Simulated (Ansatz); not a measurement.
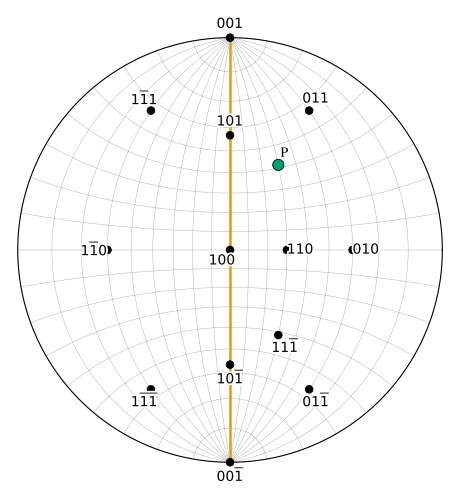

Crystal: Ge, the geometry relaxed with DFT, PBE, plane waves (420 eV) with PAW, scalar-relativistic (Ansatz 0.2.0); the starting structure was generated, so it need not be a known form of this composition. Stereographic projection of plane normals (upper hemisphere) centred on (1 0 0). Geometry calculated from the standardised cell; symmetry tolerance 0.002 Å.

a = 4.909 Å, b = 4.909 Å, c = 2.786 Å, α = 90.00°, β = 90.00°, γ = 120.00°.

Index the pole marked P.

Answer. P is (1 1 1), in four indices (1 1 −2 1), 49.5° from the centre.

Which zone does the coloured great circle trace?

Answer. The zone [0 1 0]: its poles satisfy k = 0.

What is the angle between the normals of (0 0 1) and (1 −1 1), and what are their d_hkl = 1/|g|?

Answer. 33.2°; d = 2.786 Å and 2.330 Å.
